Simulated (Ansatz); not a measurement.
# Geometry relaxation, with input and output: Ge

- system: Ge (3 atoms in the cell)
- method: DFT, LDA, all-electron LAPW, scalar-relativistic, no spin polarisation (Ansatz 0.2.0)

It belongs to a series of runs on one base structure; here: omega relaxed under pressure, LAPW.

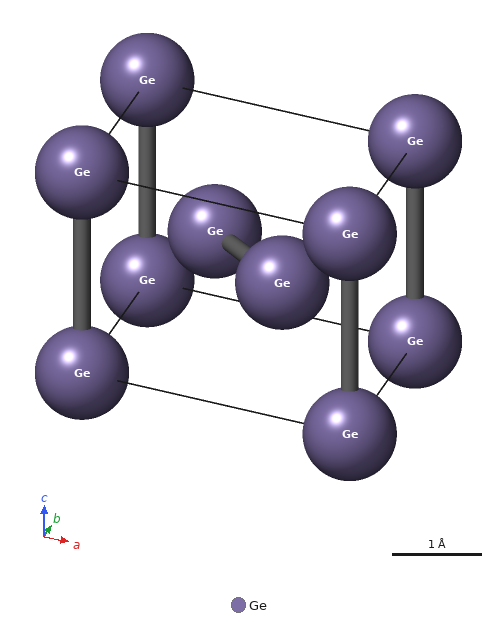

Figure 1. The input geometry (ball-and-stick view of the cell of the calculation, seen slightly off an axis). An atom can appear more than once, as a periodic image. Near neighbours in the periodic cell (some may lie outside the picture): Ge has 2 Ge at 2.34 Å; Ge has 5 Ge at 2.30 to 2.34 Å.

Results in brief

```tsv
quantity	value
outcome	converged
space group (tolerance 0.01 Å)	P6/mmm (191)
electrons in bands (core shells apart)	66
free energy	−171105.1768 eV
Fermi energy	24.937 eV
pressure	129.95 GPa
final volume	32.17 Å³
largest force (length of the vector) at the end	under 0.001 eV/Å
final cell	a = 3.982 Å, b = 3.982 Å, c = 2.343 Å, α = 90.00°, β = 90.00°, γ = 120.00°
hardware	1 thread of Arm Neoverse V1, 24 GiB of memory available, shared host
wall time	87 s
peak memory	0.59 GiB
```

Notes

The cell was relaxed to the target pressure of the input; what is minimised is then the enthalpy E + pV.

Input
```yaml
crystal:
  lattice:
    - [3.9813274469, 0.0, 0.0]
    - [-1.9906637234, 3.4479307098, 0.0]
    - [0.0, 0.0, 2.3428635909]
  atoms:
    - { symbol: Ge, position: [0.0, 0.0, 0.0] }
    - { symbol: Ge, position: [0.3333333333, 0.6666666667, 0.5] }
    - { symbol: Ge, position: [0.6666666667, 0.3333333333, 0.5] }
kpoints:
  mp_grid: { grid: [9, 9, 13] }
scf:
  occupations: { method: fermi_dirac, width: 0.08 }
hamiltonian:
  xc: lda
  pseudopotentials: { kind: all_electron, lapw: { basis_error: 0.0005 } }
output:
  forces: true
  stress: true
  eigenvalues: true
relax:
  f_tol: 0.005
  max_steps: 12
  cell: { p_target: 130.0, stress_tol: 0.065 }
```

Launch command:
```bash
ansatz run input.yaml --threads 1 --pin off --max-ram 3584MiB --backend cpu --events-out ev --progress --plain --runs-dir out
```

Output
```
The last accepted step is kept in [file] (removed where the run ends without a failure and the disk answers)
LAPW: plane waves up to 10.638 Å⁻¹, error target 5.0e-4 eV per atom; small_component_spin mean_spin; Ge in spheres of 1.115 Å, 22 of its electrons in bands, Dirac shells [] (how accurate: hamiltonian.pseudopotentials.lapw.basis_error, Limitations)
Engine: ansatz 0.2.0, aarch64-unknown-linux-gnu
Pseudopotentials: kind: all_electron
Pseudopotential: Ge, LAPW, valence charge 22, lapw/all_electron/scalar/gaussian/Ge, Koelling and Harmon's equation, gaussian nucleus
Functional definition: SPW92
  exchange = slater_x
  correlation = pw_c
Crystal: 3 atoms, lattice volume = 32.161 Å³
Basis set: ecut = 431.1411947596695 eV, 655 PW (Γ), exchange–correlation at level 2
Bands: 40, of which v1, the nominal top of the filled ones, is band 33 counted from 1 (32 counted from 0)
Symmetry: 24 space group operations
Space group: P6/mmm (ITA 191), of the structure as read, at distance tolerance 3.2e-5 Å
k-points: 84 of 1053
Non-local potential: Ge, projectors of the file, none
Initial density: superposition of atomic densities (chi_scale 0.1, normalization cell)
Initial wavefunctions: plane waves of lowest kinetic energy (no species holds an atomic orbital)
Functional: x = slater, c = lda
iter 1 solved again at ethr=1.25e-4 eV; its pass at ethr=1.00e-1 eV (dr2=8.28e-2 eV) is discarded
SCF iter   1: F=—  HF=-171105.319662 eV  |F-HF|=—  |Δ(HF+E_count)|=         —  Δρ=2.10e-2  dr2=8.30e-2  ethr=1.25e-4  ⟨swp⟩=3.0  Hψ=21775  notcnv=0
preconditioner: auto → none  [metal: Δε(μ)=0.052 eV  Ē_g=26.910 eV  σ=0.080 eV  W_gap=0.16  n_scr=8 (ndim 8)  ℏωp=42.4 eV  f_vac=0.000  D(μ)=0.85/eV (n_scr^D=6)  sad-step TF]
SCF iter   2: F=—  HF=-171105.193020 eV  |F-HF|=—  |Δ(HF+E_count)|=   1.27e-1  Δρ=1.26e-2  dr2=3.86e-2  ethr=1.25e-4  ⟨swp⟩=2.0  Hψ=9577  notcnv=0
SCF iter   3: F=—  HF=-171105.169805 eV  |F-HF|=—  |Δ(HF+E_count)|=   2.32e-2  Δρ=5.20e-3  dr2=4.37e-3  ethr=5.85e-5  ⟨swp⟩=2.0  Hψ=9526  notcnv=0
SCF iter   4: F=—  HF=-171105.166830 eV  |F-HF|=—  |Δ(HF+E_count)|=   2.98e-3  Δρ=1.68e-3  dr2=8.95e-4  ethr=6.62e-6  ⟨swp⟩=2.9  Hψ=9486  notcnv=0
iter 5 solved again at ethr=5.61e-8 eV; its pass at ethr=1.36e-6 eV (dr2=3.71e-5 eV) is discarded
SCF iter   5: F=—  HF=-171105.166375 eV  |F-HF|=—  |Δ(HF+E_count)|=   4.55e-4  Δρ=4.94e-4  dr2=3.71e-5  ethr=5.61e-8  ⟨swp⟩=2.0  Hψ=16219  notcnv=0
SCF iter   6: F=—  HF=-171105.166363 eV  |F-HF|=—  |Δ(HF+E_count)|=   1.15e-5  Δρ=1.17e-4  dr2=3.09e-6  ethr=5.61e-8  ⟨swp⟩=2.0  Hψ=9330  notcnv=0
SCF iter   7: F=-171105.166362 eV  HF=-171105.166362 eV  |F-HF|=4.45e-9  |Δ(HF+E_count)|=   1.00e-6  Δρ=1.07e-5  dr2=2.02e-8  ethr=4.68e-9  ⟨swp⟩=2.1  Hψ=9335  notcnv=0
SCF 1 converged in 7 iterations: F = -171105.166362 eV  dr2 = 2.02e-8
relax step   1: F+E_penalty+E_count = -171105.16636206 eV  Δ(F+E_penalty+E_count) = +0.000e0 eV  max|allowed force component| = 1.773e-17 eV/Å  Δτ_max = 0.0000 Å  P = +130.166 GPa  Ω = 32.161 Å³  (7 SCF iters, accepted)
Crystal: 3 atoms, lattice volume = 32.174 Å³
Basis set: ecut = 431.026852682483 eV, 655 PW (Γ), exchange–correlation at level 2
Initial density: handed on by an earlier stage of this run
Initial wavefunctions: those handed on with the density
iter 1 solved again at ethr=1.64e-10 eV; its pass at ethr=1.00e-1 eV (dr2=1.08e-7 eV) is discarded
SCF iter   1: F=—  HF=-171105.176751 eV  |F-HF|=—  |Δ(HF+E_count)|=         —  Δρ=8.79e-6  dr2=1.62e-8  ethr=1.64e-10  ⟨swp⟩=4.9  Hψ=18285  notcnv=0
preconditioner: auto → none  [metal: Δε(μ)=0.019 eV  Ē_g=27.419 eV  σ=0.080 eV  W_gap=0.06  n_scr=8 (ndim 8)  ℏωp=42.4 eV  f_vac=0.000  D(μ)=0.89/eV (n_scr^D=6)]
SCF iter   2: F=-171105.176751 eV  HF=-171105.176751 eV  |F-HF|=5.01e-9  |Δ(HF+E_count)|=   2.41e-8  Δρ=4.02e-6  dr2=2.29e-9  ethr=2.45e-11  ⟨swp⟩=2.2  Hψ=9351  notcnv=0
SCF 2 converged in 2 iterations: F = -171105.176751 eV  dr2 = 2.29e-9
relax step   2: F+E_penalty+E_count = -171105.17675110 eV  Δ(F+E_penalty+E_count) = -1.039e-2 eV  max|allowed force component| = 3.238e-17 eV/Å  Δτ_max = 0.0000 Å  P = +129.947 GPa  Ω = 32.174 Å³  (2 SCF iters, accepted)
iter 1 solved again at ethr=3.47e-12 eV; its pass at ethr=1.00e-1 eV (dr2=2.29e-9 eV) is discarded
SCF iter   1: F=—  HF=-171105.176751 eV  |F-HF|=—  |Δ(HF+E_count)|=         —  Δρ=4.02e-6  dr2=2.29e-9  ethr=3.47e-12  ⟨swp⟩=3.0  Hψ=15343  notcnv=0
SCF iter   2: F=-171105.176751 eV  HF=-171105.176751 eV  |F-HF|=4.07e-10  |Δ(HF+E_count)|=   2.42e-9  Δρ=1.99e-6  dr2=5.57e-10  ethr=3.48e-12 (applied; sched 3.47e-12)  ⟨swp⟩=2.0  Hψ=9330  notcnv=0
SCF 3 converged in 2 iterations: F = -171105.176751 eV  dr2 = 5.57e-10
relax step   3: F+E_penalty+E_count = -171105.17675110 eV  Δ(F+E_penalty+E_count) = -2.881e-9 eV  max|allowed force component| = 2.776e-17 eV/Å  Δτ_max = 0.0000 Å  P = +129.947 GPa  Ω = 32.174 Å³  stress off target by 5.56e-2 GPa  SCF on the basis re-selected at this cell (its energy is not comparable with the rows above)  (2 SCF iters)
```

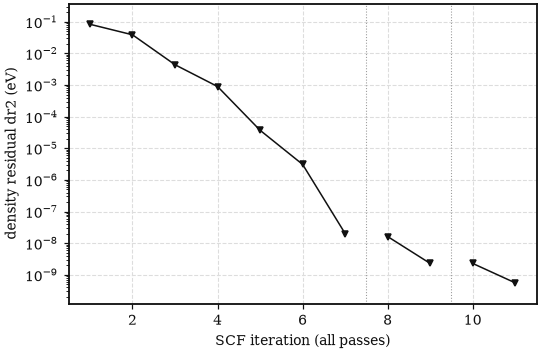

Figure 2. Convergence of the self-consistent field: density residual dr2 against the SCF iteration. The dotted lines part the SCF passes of the relaxation: geometry steps, rejected trials and re-solves on a re-selected basis. The passes take 7, 2 and 2 iterations.

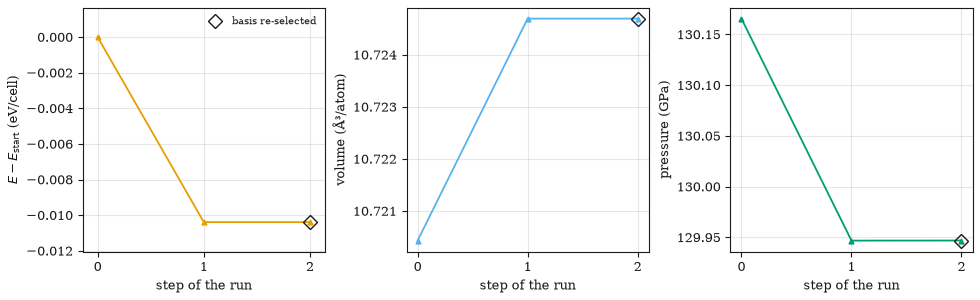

Figure 3. Progress of the relaxation, step by step (the first geometry is step 0 here and step 1 in the log). The atoms keep their places (all moves are under 0.005 Å). The lattice vectors keep their values. The space group stays P6/mmm (No. 191). The energy falls by 10.4 meV per cell of the calculation in 1 geometry step. All forces vanish by symmetry, so only the cell relaxes. Pressure: 130.17 GPa at the start and 129.95 GPa at the end. A last SCF at the same geometry on a re-selected plane-wave basis shifts the energy by next to nothing (0.0 meV per cell of the calculation). (Atoms are counted from 1 in the order of the input.)

```
basis re-selected at this cell: Δ(F+E_penalty+E_count) = -2.881e-9 eV, ΔP = +0.000 GPa vs the last step (what re-selecting the basis moved, after the strain that the cell walked since its last selection, with what the two solves' SCF thresholds leave and, on support functions, any second-order correction that the steps lacked; it is no measure of the basis error at this ecutwfc). This SCF's stress stands 5.56e-2 GPa from its target on what of the cell is left free (relax.cell.stress_tol is 6.50e-2 GPa) and its largest allowed force component is 2.78e-17 eV/Å (relax.f_tol is 5.00e-3 eV/Å): within both
SCF converged after 2 iterations
Free energy (F): -171105.176751 eV
Harris-Foulkes:  -171105.176751 eV  (|F-HF|=4.07e-10)
Internal energy: -171105.158605 eV  (E = F + TS)
E sigma→0 (E₀):  -171105.167678 eV
Entropy (-TS):   -0.018147 eV (-6.049 meV/atom)
Fermi energy:    24.937194 eV
--- Per-component energies (eV) ---
  E_band       = -2196.473113
  E_kinetic    = 174705.609147
  E_xc         = -6287.517368
  E_electrostatic = -339523.250383  (all electrons and nuclei)
  E_smearing   = -0.018147  (= −TS)
  E_closure    = 0.000000  (closes the sum)
  E_atoms      = -171095.915267  (free atoms, spherical and without spin; not in F)
  Σ components = -171105.176751   (vs F -171105.176751, Δ=0.00e0)
  Basis errors (estimates in eV, not in F): energy 1.5e-4 per atom: plane waves 1.5e-4 (7.9e-5 summed), levels above the bands 1.6e-26, relativity 8.6e-9, radial functions 5.3e-6, core shells 2.9e-11; eigenvalues (radial functions only) 9.0e-8; not estimated: angular momenta, meshes, grids; target (lapw.basis_error) 5.0e-4; muffin-tin radii Ge 1.115 Å
--- Forces (eV/Å), atoms counted from 1 ---
  atom   1  Ge    -0.00000000     0.00000000     0.00000000
  atom   2  Ge    -0.00000000    -0.00000000     0.00000000
  atom   3  Ge     0.00000000     0.00000000     0.00000000
  max |Σ_I F_I| component: 2.31e-18 eV/Å
--- Stress (GPa, compression-positive) ---
      129.944403      -0.000000       0.000000
       -0.000000     129.944403       0.000000
        0.000000       0.000000     129.951781
  P = ⅓ Tr σ = 129.9469 GPa (1299.469 kbar)
--- Band table (eV; the first three rows and the last of 84) ---
  k-point 0: bands = ["-138.6674", "-138.5768", "-138.5716", "-86.3303", "-86.3303", "-86.3105", "-86.2562", "-86.2562", "-86.2296", "-86.2296", "-86.2087", "-86.2046", "-1.2095", "-0.9752", "-0.8373", "-0.7647", "-0.7647", "-0.7170", "-0.7170", "-0.6039", "-0.6039", "-0.5937", "-0.5937", "-0.5275", "-0.5275", "-0.3038", "-0.3038", "5.4901", "18.4960", "18.7158", "18.8106", "18.8106", "18.8838", "18.8838", "31.5780", "36.1054", "40.9540", "40.9540", "42.6511", "42.7761"]
  k-point 1: bands = ["-138.6673", "-138.5767", "-138.5714", "-86.3301", "-86.3301", "-86.3122", "-86.2561", "-86.2561", "-86.2295", "-86.2295", "-86.2104", "-86.2062", "-1.1721", "-0.9412", "-0.7966", "-0.7627", "-0.7627", "-0.7384", "-0.7384", "-0.6666", "-0.6666", "-0.5482", "-0.5482", "-0.5222", "-0.5222", "-0.3157", "-0.3157", "5.6566", "18.6337", "18.8513", "18.9764", "18.9764", "19.0633", "19.0633", "29.2672", "38.6330", "40.4802", "40.6336", "40.6336", "41.1130"]
  k-point 2: bands = ["-138.6669", "-138.5763", "-138.5710", "-86.3297", "-86.3297", "-86.3169", "-86.2557", "-86.2557", "-86.2292", "-86.2292", "-86.2151", "-86.2109", "-1.0684", "-0.8484", "-0.7992", "-0.7992", "-0.7524", "-0.7524", "-0.7474", "-0.7474", "-0.6832", "-0.5186", "-0.5186", "-0.5109", "-0.5109", "-0.3446", "-0.3446", "6.1598", "19.0513", "19.2608", "19.4667", "19.4667", "19.5977", "19.5977", "25.8080", "37.2879", "38.0710", "38.2799", "38.2799", "39.0862"]
  k-point 83: bands = ["-138.6648", "-138.5716", "-138.5716", "-86.3399", "-86.3278", "-86.3278", "-86.2558", "-86.2408", "-86.2408", "-86.2355", "-86.2355", "-86.2256", "-0.9949", "-0.9566", "-0.9023", "-0.9023", "-0.8057", "-0.8057", "-0.7180", "-0.7180", "-0.6064", "-0.6064", "-0.5543", "-0.3441", "-0.2741", "-0.1914", "-0.1914", "15.6410", "16.0332", "16.0332", "18.2663", "18.2663", "18.5815", "27.2579", "28.7525", "28.7525", "31.0839", "31.0839", "33.2456", "39.4379"]
--- Relaxed structure (2 steps of the walk, 2 accepted, 1 SCFs on fresh bases) ---
  F+E_penalty+E_count = -171105.17675110 eV   max|allowed force component| = 2.776e-17 eV/Å   (the final SCF, on the basis selected at the relaxed cell)
  cell:  # Å, volume = 32.1741 Å³
    - [3.981877580822536, -2.8871526822963114e-11, 3.2148642793265732e-34]
    - [-1.9909387903862648, 3.4484071397664766, -1.9554514065947796e-34]
    - [1.8918284341511888e-34, -2.364785542688986e-35, 2.3431483288223314]
  atoms:
    - { symbol: Ge, position: [-6.391517268820907e-36, -6.400345348242346e-36, -2.8543090503940484e-37] }
    - { symbol: Ge, position: [0.33333333333333337, 0.6666666666666666, 0.5] }
    - { symbol: Ge, position: [0.6666666666666667, 0.3333333333333333, 0.5] }
```

Trajectory as extended XYZ (Å, eV, eV/Å), 3 frames, from step=1 to step=3
```
3
Lattice="3.9813 0.0000 0.0000 -1.9907 3.4479 0.0000 0.0000 0.0000 2.3429" Properties=species:S:1:pos:R:3:forces:R:3 step=1 energy=-171105.16636 pressure_GPa=130.17
Ge    0.0000    0.0000    0.0000    0.0000   0.0000   0.0000
Ge    0.0000    2.2986    1.1714    0.0000   0.0000   0.0000
Ge    1.9907    1.1493    1.1714    0.0000   0.0000   0.0000
3
Lattice="3.9819 0.0000 0.0000 -1.9909 3.4484 0.0000 0.0000 0.0000 2.3431" Properties=species:S:1:pos:R:3:forces:R:3 step=2 energy=-171105.17675 pressure_GPa=129.95
Ge    0.0000    0.0000    0.0000    0.0000   0.0000   0.0000
Ge    0.0000    2.2989    1.1716    0.0000   0.0000   0.0000
Ge    1.9909    1.1495    1.1716    0.0000   0.0000   0.0000
3
Lattice="3.9819 0.0000 0.0000 -1.9909 3.4484 0.0000 0.0000 0.0000 2.3431" Properties=species:S:1:pos:R:3:forces:R:3 step=3 energy=-171105.17675 pressure_GPa=129.95
Ge    0.0000    0.0000    0.0000    0.0000   0.0000   0.0000
Ge    0.0000    2.2989    1.1716    0.0000   0.0000   0.0000
Ge    1.9909    1.1495    1.1716    0.0000   0.0000   0.0000
```
